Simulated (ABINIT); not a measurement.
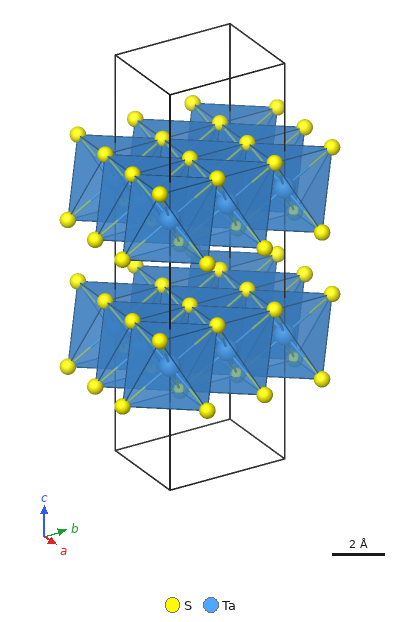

*The input geometry (polyhedral view of the 2 × 2 repeat of the cell, with the vacuum cut short, seen slightly off an axis; polyhedra are completed across the faces of the cell). An atom can appear more than once, as a periodic image.*

## Workfunction calculation of TaS2 (part 1 of 2)

TaS2 (slab, 6 atoms in the cell), computed with Kohn-Sham DFT of a periodic cell, PBE, JTH PAW PBE v2.0, no spin polarisation (ABINIT 10.8.3).

The structure derives from an entry of the Crystallography Open Database.

The input:
```
# Pseudopotentials
pp_dirpath "./"
pseudos "S.GGA_PBE-JTH.xml, Ta.GGA_PBE-JTH.xml"

# Structure
acell 3*1.0 Angstrom
rprim
     3.3500021206     0.0000000000     0.0000000000
    -1.6750010603     2.9011869392     0.0000000000
     0.0000000000     0.0000000000    23.7900000000
ntypat 2
znucl 16 73
natom 6
typat 1 2 1 1 2 1
xred
     0.6666666667     0.3333333334     0.3152585120
     0.0000000000     0.0000000000     0.3768390080
     0.3333333333     0.6666666666     0.4384195040
     0.6666666667     0.3333333334     0.5615804960
     0.0000000000     0.0000000000     0.6231609920
     0.3333333333     0.6666666666     0.6847414880
chkprim 0
chksymtnons 0
tolsym 1.0e-6

# Plane-wave basis
ecut 544.227725 eV
pawecutdg 40.0
pawxcdev 0

# k points
kptopt 1
ngkpt 9 9 1
nshiftk 1
shiftk 0.0 0.0 0.0

# Exchange and correlation
ixc 11

# Bands and occupations
nband 30
occopt 3
tsmear 0.05 eV

# SCF cycle
nstep 120
tolvrs 1.0e-9

# Output
iomode 3
prtwf 0
prteig 0
prtebands 0
enunit 1
prtden 1
prtvha 1
prtvclmb 1
prtpot 1
```

Machine: 4 threads of Arm Neoverse V2, 24 GiB of memory available, shared host.

Launched with:
```bash
mpirun --bind-to none -np 4 abinit run.abi > log 2>&1
```

What the program printed:
```
.Version 10.8.3 of ABINIT
 Symmetries : space group P-3 m 1 (#164); Bravais hP (primitive hexag.)
================================================================================
 Values of the parameters that define the memory need of the present run
     intxc =       0    ionmov =       0      iscf =      17    lmnmax =      18
     lnmax =       6     mgfft =     192  mpssoang =       3    mqgrid =   12800
     natom =       6  nloc_mem =       2    nspden =       1   nspinor =       1
    nsppol =       1      nsym =      12    n1xccc =       1    ntypat =       2
    occopt =       3   xclevel =       2
       mpw =        6703          nfft =      139968          nkpt =          12
Pmy_natom=         2
 PAW method is used; the additional fine FFT grid is defined by:
   mgfftf=       256    nfftf =    409600
================================================================================
================================================================================

--------------------------------------------------------------------------------
------------- Echo of variables that govern the present computation ------------
--------------------------------------------------------------------------------
 -outvars: echo values of preprocessed input variables --------
            acell      1.8897261259E+00  1.8897261259E+00  1.8897261259E+00 Bohr
              amu      3.20660000E+01  1.80947900E+02
          chkprim           0
      chksymtnons           0
             ecut      2.00000000E+01 Hartree
           enunit           1
              ixc          11
         kptrlatt        9    0    0      0    9    0      0    0    1
          kptrlen      5.69752788E+01
            natom           6
            nband          30
            ngfft          27      27     192
          ngfftdg          40      40     256
             nkpt          12
            nstep         120
             nsym          12
           ntypat           2
           occopt           3
        pawecutdg      4.00000000E+01 Hartree
         pawxcdev           0
        prtebands           0
           prteig           0
           prtpot           1
         prtvclmb           1
           prtvha           1
            prtwf           0
            rprim      3.3500021206E+00  0.0000000000E+00  0.0000000000E+00
                      -1.6750010603E+00  2.9011869392E+00  0.0000000000E+00
                       0.0000000000E+00  0.0000000000E+00  2.3790000000E+01
          spgroup         164
           tolsym      1.00000000E-06
           tolvrs      1.00000000E-09
           tsmear      1.83746611E-03 Hartree
            typat      1  2  1  1  2  1
           useylm           1
           xangst      1.6750010603E+00  9.6706231307E-01  7.5000000005E+00
                       0.0000000000E+00  0.0000000000E+00  8.9650000003E+00
                      -4.5365730695E-16  1.9341246261E+00  1.0430000000E+01
                       1.6750010603E+00  9.6706231307E-01  1.3360000000E+01
                       0.0000000000E+00  0.0000000000E+00  1.4825000000E+01
                      -4.5365730695E-16  1.9341246261E+00  1.6290000000E+01
            xcart      3.1652932646E+00  1.8274829184E+00  1.4172945945E+01
                       0.0000000000E+00  0.0000000000E+00  1.6941394719E+01
                      -8.5728806515E-16  3.6549658368E+00  1.9709843494E+01
                       3.1652932646E+00  1.8274829184E+00  2.5246741042E+01
                       0.0000000000E+00  0.0000000000E+00  2.8015189816E+01
                      -8.5728806515E-16  3.6549658368E+00  3.0783638590E+01
             xred      6.6666666667E-01  3.3333333333E-01  3.1525851200E-01
                       0.0000000000E+00  0.0000000000E+00  3.7683900800E-01
                       3.3333333333E-01  6.6666666667E-01  4.3841950400E-01
                       6.6666666667E-01  3.3333333333E-01  5.6158049600E-01
                       0.0000000000E+00  0.0000000000E+00  6.2316099200E-01
                       3.3333333333E-01  6.6666666667E-01  6.8474148800E-01
            znucl       16.00000   73.00000

================================================================================

 chkinp: Checking input parameters for consistency.

================================================================================
== DATASET  1 ==================================================================

--- !DatasetInfo
iteration_state: {dtset: 1, }
dimensions: {natom: 6, nkpt: 12, mband: 30, nsppol: 1, nspinor: 1, nspden: 1, mpw: 6703, }
cutoff_energies: {ecut:  20.0, pawecutdg:  40.0, }
electrons: {nelect:   5.00000000E+01, charge:   0.00000000E+00, occopt:   3.00000000E+00, tsmear:   1.83746611E-03, }
meta: {optdriver: 0, ionmov: 0, optcell: 0, iscf: 17, paral_kgb: 0, }
...

 Exchange-correlation functional for the present dataset will be:
  GGA: Perdew-Burke-Ernzerhof functional - ixc=11
  J.P.Perdew, K.Burke, M.Ernzerhof, PRL 77, 3865 (1996)

 Real(R)+Recip(G) space primitive vectors, cartesian coordinates (Bohr,Bohr^-1):
 R(1)=  6.3305865  0.0000000  0.0000000  G(1)=  0.1579632  0.0912001  0.0000000
 R(2)= -3.1652933  5.4824488  0.0000000  G(2)=  0.0000000  0.1824002  0.0000000
 R(3)=  0.0000000  0.0000000 44.9565845  G(3)=  0.0000000  0.0000000  0.0222437
 Unit cell volume ucvol=  1.5603134E+03 bohr^3
 Angles (23,13,12)=  9.00000000E+01  9.00000000E+01  1.20000000E+02 degrees

 Coarse grid specifications (used for wave-functions):

 getcut: wavevector=  0.0000  0.0000  0.0000  ngfft=  27  27 192
         ecut(hartree)=     20.000   => boxcut(ratio)=   2.04210

 Fine grid specifications (used for densities):

 getcut: wavevector=  0.0000  0.0000  0.0000  ngfft=  40  40 256
         ecut(hartree)=     40.000   => boxcut(ratio)=   2.00010

--- Pseudopotential description ------------------------------------------------
- pspini: atom type   1  psp file is ./S.GGA_PBE-JTH.xml
 Pseudopotential format is: paw10
 basis_size (lnmax)=  4 (lmn_size=  8), orbitals=   0   0   1   1
 Spheres core radius: rc_sph= 1.90380259
 Shapefunction is SIN type: shapef(r)=[sin(pi*r/rshp)/(pi*r/rshp)]**2
 Radius for shape functions =  1.40128485
 Compensation charge density is not taken into account in XC energy/potential

- pspini: atom type   2  psp file is ./Ta.GGA_PBE-JTH.xml
 Pseudopotential format is: paw10
 basis_size (lnmax)=  6 (lmn_size= 18), orbitals=   0   0   1   1   2   2
 Spheres core radius: rc_sph= 2.41973345
 Shapefunction is SIN type: shapef(r)=[sin(pi*r/rshp)/(pi*r/rshp)]**2
 Radius for shape functions =  2.11065461
 Compensation charge density is not taken into account in XC energy/potential

   8.33787900E+03                                ecore*ucvol(ha*bohr**3)
--------------------------------------------------------------------------------

================================================================================

--- !BeginCycle
iteration_state: {dtset: 1, }
solver: {iscf: 17, nstep: 120, nline: 4, wfoptalg: 10, }
tolerances: {tolvrs: 1.00E-09, }
...
```
